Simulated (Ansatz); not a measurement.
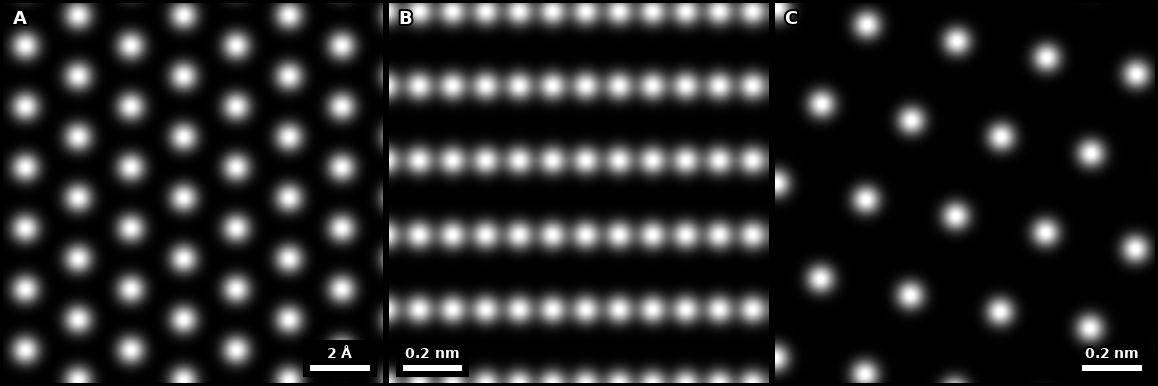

Three views of Y (Fm-3m, No. 225) along different zone axes. The image is simulated as a sum over atoms of Z^1.7, blurred by a 0.76 Å probe (no channelling). Structure: the input geometry of an electronic-structure calculation (not necessarily at equilibrium); the starting structure was generated, so it need not be a known form of this composition.

```cif
data_structure
_symmetry_space_group_name_H-M 'Fm-3m'
_symmetry_Int_Tables_number 225
_cell_length_a 5.1008
_cell_length_b 5.1008
_cell_length_c 5.1008
_cell_angle_alpha 90.000
_cell_angle_beta 90.000
_cell_angle_gamma 90.000
_cell_volume 132.72
loop_
_atom_site_label
_atom_site_type_symbol
_atom_site_symmetry_multiplicity
_atom_site_Wyckoff_symbol
_atom_site_fract_x
_atom_site_fract_y
_atom_site_fract_z
_atom_site_occupancy
Y1 Y 4 a 0.00000 0.00000 0.00000 1
```

> Match the panels to the zone axes [110], [111] and [210].

A is [111]: projected cell 2.08 × 2.08 Å, 120°, plane group p6mm. B is [210]: projected cell 1.14 × 2.55 Å, 90°, plane group p2mm. C is [110]: projected cell 3.12 × 3.12 Å, 109°, plane group c2mm.
